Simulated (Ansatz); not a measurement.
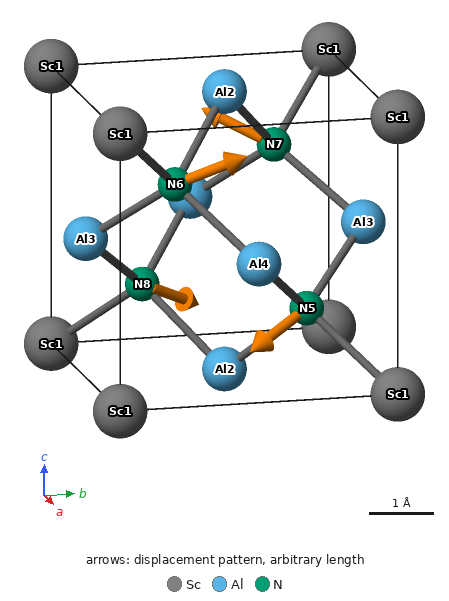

One vibrational mode of a crystal of ScAl₃N₄ (a generated structure) at the zone centre. Displacements are drawn as orange arrows; their common scale and sign are arbitrary. The picture is a ball-and-stick view of the cell of the calculation, seen slightly off an axis.

Computed with Ansatz, DFT PBE, scalar-relativistic, plane waves, PAW. Settings: plane-wave cutoff 420 eV; k-point mesh 6 × 6 × 6; occupations fixed; no spin polarisation.

Frequencies are those without the non-analytic (LO–TO) term.

Question: Describe the mode and give its frequency.

Answer: This is the E mode (doubly degenerate; one member of the set is drawn) at 79.9 meV, optical level 7 of 8, counted from below, Raman-active by symmetry. The Sc and Al atoms stay at rest; atoms of one kind move against one another, with no net shift of their sublattice; it stretches the shortest Al–N bonds (1.93 Å).
